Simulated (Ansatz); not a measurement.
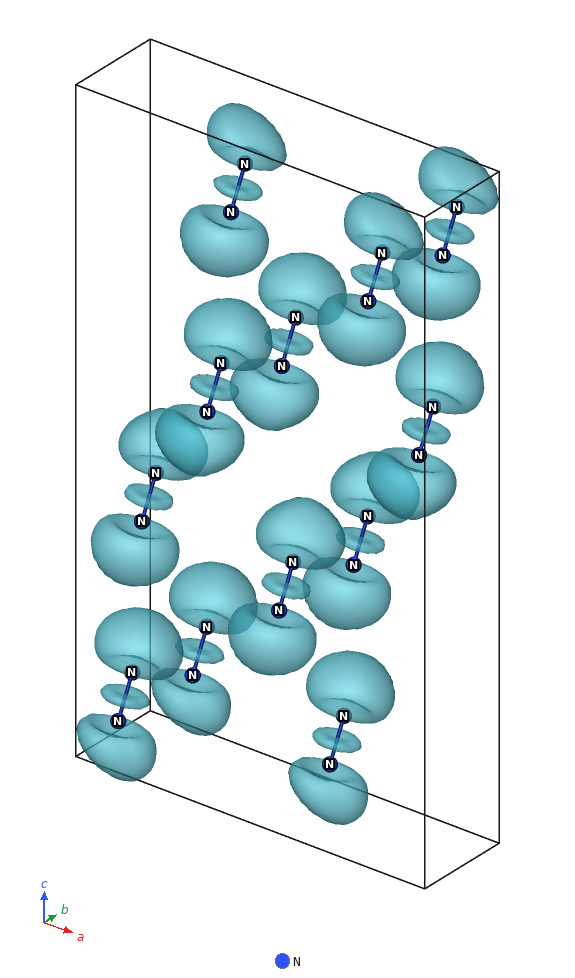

*N. Isosurface of the electron localisation function at 0.8 (cyan), seen slightly off an axis. Only the valence region is drawn (cores and ρ < 0.01 e/Å³ removed). Sticks mark near contacts.*

Space group C2/m; a structure from a database of computed crystals, not necessarily the ambient phase; not relaxed (largest force 0.8 eV/Å).

Computed with Ansatz 0.2.0, DFT PBEsol, scalar-relativistic, plane waves, PAW.

Core electrons are frozen (PAW), and the valence fields are smoothed inside the atomic spheres.

### Where are the electrons localised?

The ELF exceeds this value in eight regions between bonded N–N atoms (shared pairs) and 16 lobes on N, pointing away from the bonds (lone pairs), counted in one cell of 16 atoms. Any copies at cell faces, edges or corners count once. Along the contacts the grid gives the following. N–N (1.10 Å): the ELF peaks at about 0.85 between the atoms (inside overlapping PAW spheres, so only a guide): a multiple bond.
